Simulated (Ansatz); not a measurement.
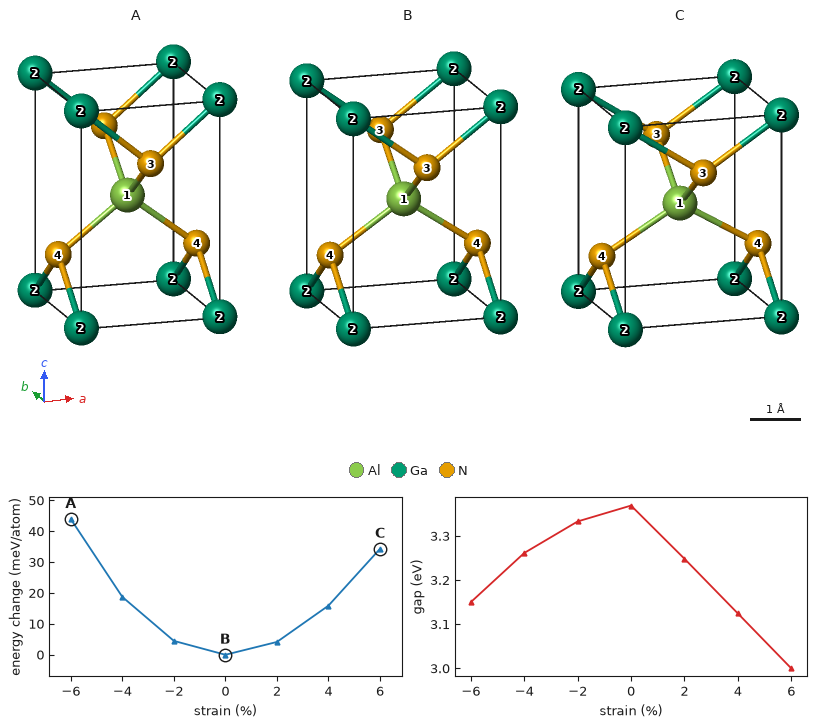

Members of a series of calculations on solid AlGaN2 (set up in P-4m2), marked on the first curve. The picture is a ball-and-stick view of the cell of the calculation, seen slightly off an axis.

Level of theory: Ansatz, DFT r2SCAN, scalar-relativistic, plane waves, PAW. Settings: plane-wave cutoff 500 eV; k-point mesh 8 × 8 × 6; occupations gaussian; smearing width 0.02 eV; no spin polarisation.

**Describe the series.**

Uniaxial strain along a; b, c and atoms relaxed. A (strain −6.0 %): energy change 43.9 meV/atom, volume 10.52 Å³ per atom, gap 3.15 eV. B (strain 0.0 %): energy change 0.0 meV/atom, volume 10.89 Å³ per atom, gap 3.37 eV. C (strain 6.0 %): energy change 34.3 meV/atom, volume 11.18 Å³ per atom, gap 3.00 eV. The rest compares A with C. The drawn cell changes as follows: a 2.950 → 3.327 Å (+12.8 %), b 3.121 → 3.162 Å (+1.3 %), c 4.568 → 4.251 Å (−6.9 %); the volume changes by +6.3 %. Among the bonded contacts that change: Al–N 1.859 → 1.932 Å, Ga–N 1.919 → 1.985 Å, Ga–N 1.938 → 1.952 Å.
